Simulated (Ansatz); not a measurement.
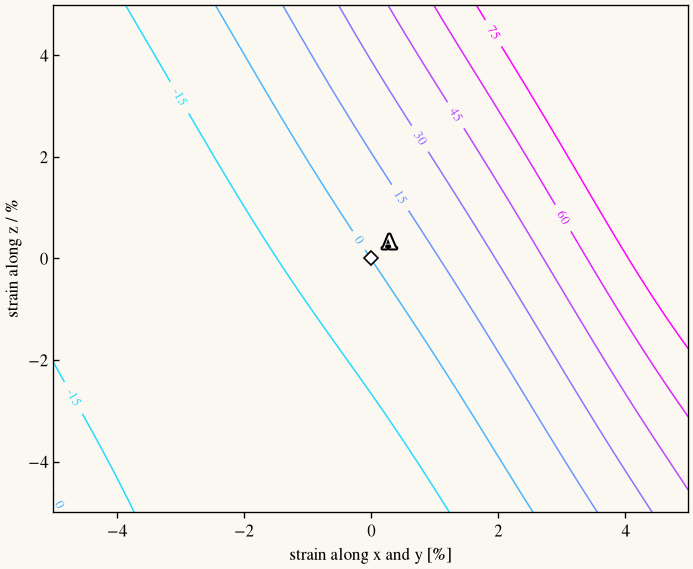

Sn (Immm, No. 71; 1 atom in the cell). The cell is strained homogeneously, by one strain along x and y and another along z, with fractional coordinates fixed (x along [1 0 0], z along [0 0 1] of the conventional cell). The first coordinate is: strain along x and y; the second: strain along z. The scan uses a 5 × 5 grid. Energies are in meV/atom, from the unstrained cell. The reference cell is the one listed in the database, not relaxed at this level. Computed with DFT PBEsol, scalar-relativistic, plane waves, PAW (Ansatz 0.2.0). Settings: cutoff 420 eV, k-mesh 20×20×20, gaussian smearing 0.15 eV, no spin polarisation.

The picture shows contour lines labelled in meV/atom (none above 75), the point A. Between grid points the surface is interpolated.

Question: Which way does the force act at A, and how strong is it?

Answer: A, at strain along x and y = 0.0 %, strain along z = 0.0 %, is not a stationary point. The computed force is 13 meV/atom for each 1 % towards smaller values of strain along x and y and 6.5 meV/atom for each 1 % towards smaller values of strain along z.
